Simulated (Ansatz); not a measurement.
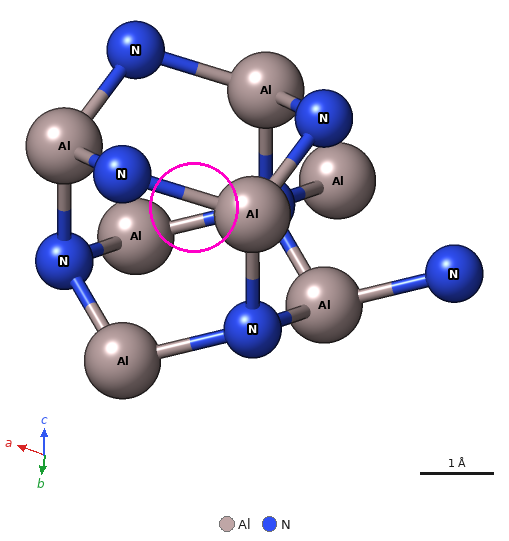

Perfect AlN. Style: ball-and-stick. Shown: the atoms within 3.3 Å of one point, from a free direction.

All numbers below come from DFT, PBEsol, PAW, plane waves in Ansatz. (plane-wave cutoff 420 eV; k-point mesh 1 × 1 × 1; mesh shifted by (0.25, 0.25, 0.25); collinear spin) Fermi-Dirac smearing of 0.01 eV. A uniform background neutralises the charged cell. The axes drawn are those of the host's conventional cell.

An extra nitrogen atom is put between the host's atoms (an interstitial) at the ringed place, in charge state +1. The supercell has 96 sites, and the atoms are relaxed at the host's cell.

How do the neighbours respond?

The N atom starts with 6 N at 2.03 to 2.37 Å, 6 Al at 2.03 to 2.37 Å around its place and ends with 1 N at 1.28 Å. Of the host's atoms, a nitrogen atom moves furthest from its site, by 0.65 Å. The N atom itself moves 1.67 Å from where it was put. The cell's net moment is 2.00 μB.

The relaxed defect, seen from the same direction:

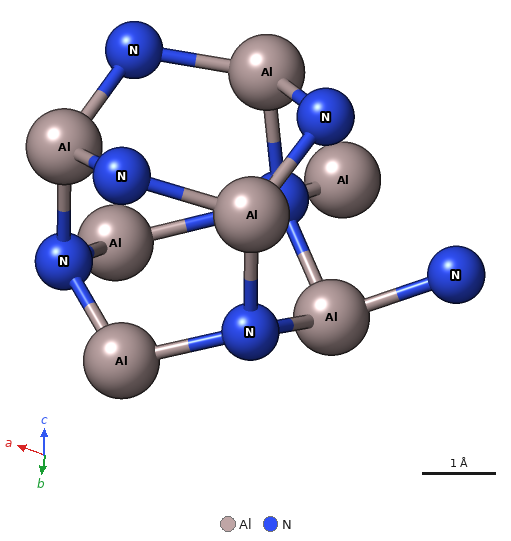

Limits of the set-up: the cell is charged, on a uniform background, and energies carry no finite-size correction.
